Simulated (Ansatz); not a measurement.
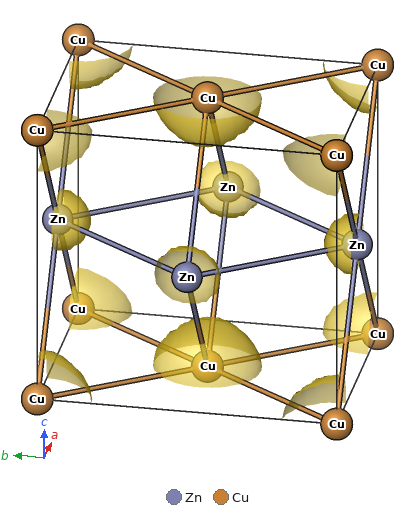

Figure. ZnCu. Density of the Kohn–Sham states from −6.8 to −3.4 eV about the Fermi level (the middle third of the occupied valence band), scaled to one electron a cell: yellow surface at 0.08 1/Å³, in the conventional cell seen at an oblique angle.

Space group Cmmm. The cell comes from a database of computed structures, not from a measurement.

The calculation used DFT PBE, scalar-relativistic, plane waves, PAW in Ansatz 0.2.0.

Core electrons are frozen (PAW), so the fields are smoothed inside the atomic spheres.

```
Zn Cu
1.0
     2.97608    0.00000    0.00000
     0.00000    4.24256    0.00000
     0.00000    0.00000    4.14075
Zn Cu
2 2
Direct
  0.00000 0.50000 0.50000
  0.50000 0.00000 0.50000
  0.00000 0.00000 0.00000
  0.50000 0.50000 0.00000
```

> Which atoms and orbitals make up these states?

Projected on a minimal set of atomic orbitals (Löwdin), they are Cu 3d (65 %), Cu 4s (10 %) and Zn 4s (10 %).
- In space (atomic cells sized by Bader volumes) the density divides as Cu about 70 % and Zn about 30 %.
- Little of the density lies between the atoms' surroundings.

Cost of the run: 15 s on 1 thread of Arm Neoverse N1 (shared host), peak memory 0.42 GiB.
